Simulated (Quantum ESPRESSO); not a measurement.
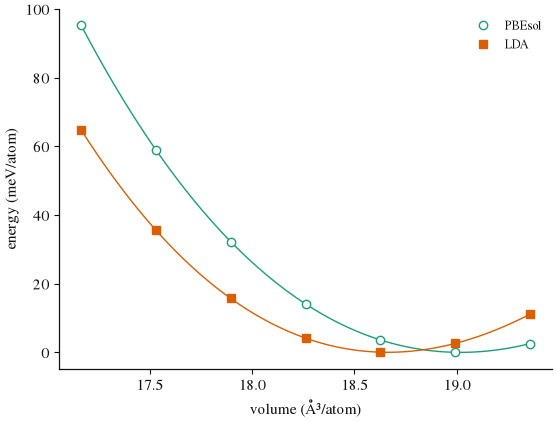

The picture above shows the energy against volume, with one curve for each functional, for PtS₂ (space group P-3m1).

Method: plane-wave DFT, no spin polarisation; energies at scaled volumes of the given cell, shape and fractions fixed, counted from the fit's minimum, third-order Birch-Murnaghan fit (Quantum ESPRESSO 7.5). All runs: no spin polarisation.

- k mesh: 9×9×5
- occupations: Fermi–Dirac
- smearing width: 0.05 eV

Settings that differ: PBEsol: density cutoff 4570 eV, wave cutoff 1140 eV, potentials PseudoDojo-0.4.1-SR-PBEsol-standard; LDA: density cutoff 4140 eV, wave cutoff 1030 eV, potentials PseudoDojo-0.4.1-SR-LDA-standard.

### Order the curves by fitted equilibrium volume, smallest first.

LDA 18.662, PBEsol 19.017 Å³/atom.

### Order the curves by fitted bulk modulus, smallest first.

PBEsol 139.2, LDA 147.4 GPa.

Keep in mind: spin-orbit coupling left out, heavy elements; shape and atomic fractions are frozen while scaling, which makes layered, chain and framework solids too stiff.
